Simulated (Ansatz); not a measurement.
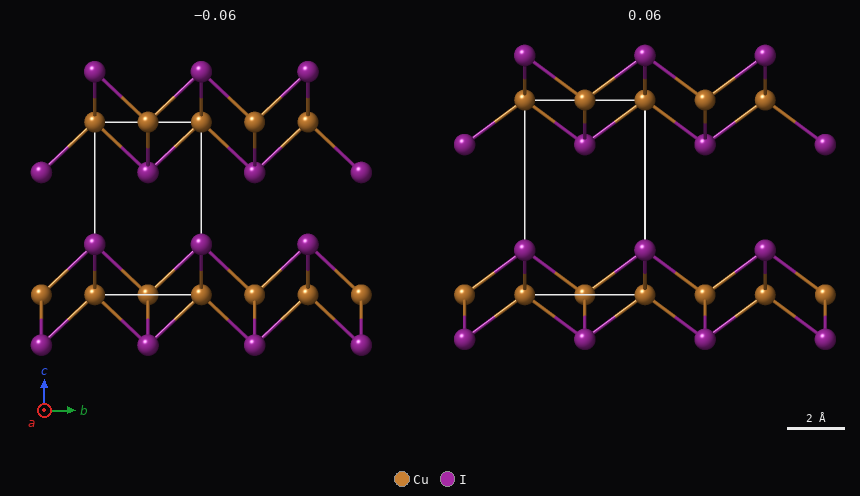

Solid CuI (set up in P4/nmm), under equal strain along all axes (cell held, atoms relaxed), with energies (extrapolated to zero smearing) counted from the relaxed crystal, which is the row at zero. The picture shows the first and the last member. Style: ball-and-stick. Shown: the cell of the calculation, repeated 1 × 2 × 1 with one cell outlined, along the a axis.

Computed with Ansatz 0.2.0: DFT PBEsol, scalar-relativistic, plane waves, PAW. (plane-wave cutoff 420 eV; k-point mesh 8 × 8 × 4; occupations gaussian; smearing width 0.02 eV; no spin polarisation; atoms relaxed in a fixed cell; force threshold 0.008 eV/Å)

```tsv
strain	energy (meV/atom)	a (Å)	c (Å)	band gap (eV)
−0.06	69.12	3.762	6.092	1.46
−0.04	26.76	3.842	6.221	1.47
−0.02	?	?	?	?
0.0	0.00	4.002	6.481	1.52
0.02	4.15	4.082	6.610	1.56
0.04	15.19	4.162	6.740	1.60
0.06	31.08	4.242	6.869	1.66
```

**One row is withheld. What does the calculation give there?**

A parabola through three neighbouring rows (−0.06, −0.04, 0.0) gives, with Lagrange weights, (−0.3333)(69.12) + (1.0000)(26.76) + (0.3333)(0.00) = 3.72 meV/atom. The calculation gives 5.95 meV/atom (a = 3.922 Å, c = 6.351 Å). The estimate is 2.23 meV/atom too low. The miss is large: three rows don't fix the curve here, or the series isn't smooth. For the gap a parabola through the rows −0.06, −0.04, 0.0 gives 1.49 eV, and the calculation 1.49 eV (semilocal gaps, lower than measured ones as a rule). From the first member to the last: Cu–I 2.588 → 2.640 Å.

The whole series:

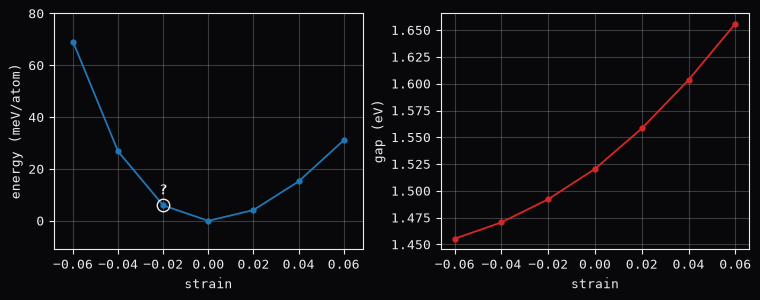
